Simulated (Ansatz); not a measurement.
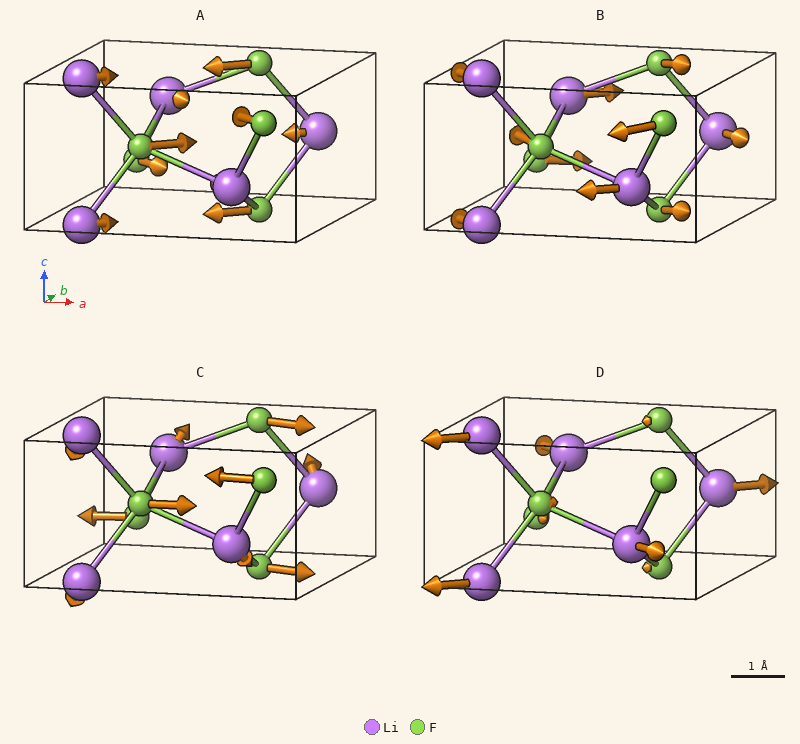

Four optical modes of a crystal of LiF (a generated structure) at the zone centre, in no order (one member of each degenerate set). The orange arrows are the displacements of the atoms (eigenvector over the root of the mass), of arbitrary overall length and sign. A ball-and-stick model of the cell of the calculation, seen slightly off an axis.

The calculation used Ansatz, DFT PBE, scalar-relativistic, plane waves, PAW. (plane-wave cutoff 420 eV; k-point mesh 4 × 4 × 8; occupations fixed; no spin polarisation)

Frequencies are those without the non-analytic (LO–TO) term.

Rank the modes by frequency, softest first.

Answer. B (86 cm⁻¹), C (291 cm⁻¹), A (356 cm⁻¹), D (604 cm⁻¹). B, B₁: Atoms of one kind move against one another, with no net shift of any sublattice; it mainly bends the F–Li bonds; the kinetic energy is shared as F 78 %, Li 22 %. C, E: The kinetic energy is shared as F 91 %, Li 9 %. A, B₂: Atoms of one kind move against one another, with no net shift of any sublattice; of the bonds it mainly stretches F–Li, some lengthening while others shorten; the kinetic energy is shared as F 92 %, Li 8 %. D, B₂: Atoms of one kind move against one another, with no net shift of any sublattice; the kinetic energy is shared as Li 92 %, F 8 %. Not drawn: 1 imaginary level (75i cm⁻¹), so the structure is unstable.
